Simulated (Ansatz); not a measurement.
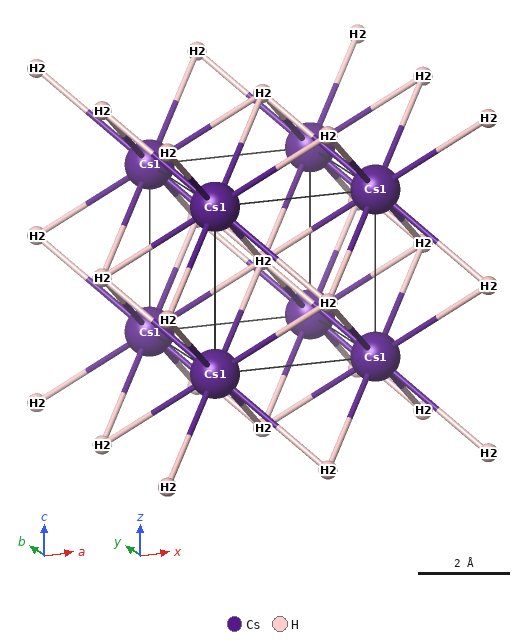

A scan of crystalline CsH (Pm-3m): the ratio of the cell's length along [111] to its lengths across, counted as 1 for the reference, is changed at fixed volume (a trigonal path), with the atoms kept at their fractional coordinates. x, y and z are the Cartesian axes of the input. The picture shows the reference cell. The picture is a ball-and-stick view of the cell of the calculation, seen slightly off an axis.

Level of theory: DFT LDA, scalar-relativistic, plane waves, PAW (Ansatz 0.2.0). Settings: plane-wave cutoff 420 eV; k-point mesh 8 × 8 × 8; occupations gaussian; smearing width 0.05 eV; no spin polarisation. Energies (free energies at the smearing named) are counted from the cell as listed in its source, which wasn't relaxed.

```xyz
2
Lattice="3.8184 0.0000 0.0000 0.0000 3.8184 0.0000 0.0000 0.0000 3.8184" Properties=species:S:1:pos:R:3 pbc="T T T"
Cs    0.0000    0.0000    0.0000
H     1.9092    1.9092    1.9092
```

> Predict the energy profile (the relative ratio: 0.50, 0.60, 0.71, 0.85, 0.93, 1.00, 1.08, 1.20, 1.41, 1.70, 2.00).

| axial ratio over its reference value | energy change (meV/atom) |
| --- | --- |
| 0.50 | 1160 |
| 0.60 | 487 |
| 0.71 | 154 |
| 0.85 | 23 |
| 0.93 | 4 |
| 1.00 | 0 |
| 1.08 | 2 |
| 1.20 | 9 |
| 1.41 | 13 |
| 1.70 | 0 |
| 2.00 | −10 |

Of the computed points the lowest is at the relative ratio 2.00, −10 meV/atom. The energy is still falling at the end of the range, so the minimum along this coordinate lies there or beyond. The unrelaxed reference is under a pressure of −1.9 GPa. The distortion takes the space group from Pm-3m to R-3m, except for Fm-3m at 2.00. At the relative ratio 2.00 the cell of the drawing goes a 3.818 → 4.286 Å, b 3.818 → 4.286 Å, c 3.818 → 4.286 Å, α 90.0° → 60.0°, β 90.0° → 60.0°, γ 90.0° → 60.0°. The band gap on the mesh, 2.30 eV in the reference, closes at 0.50.
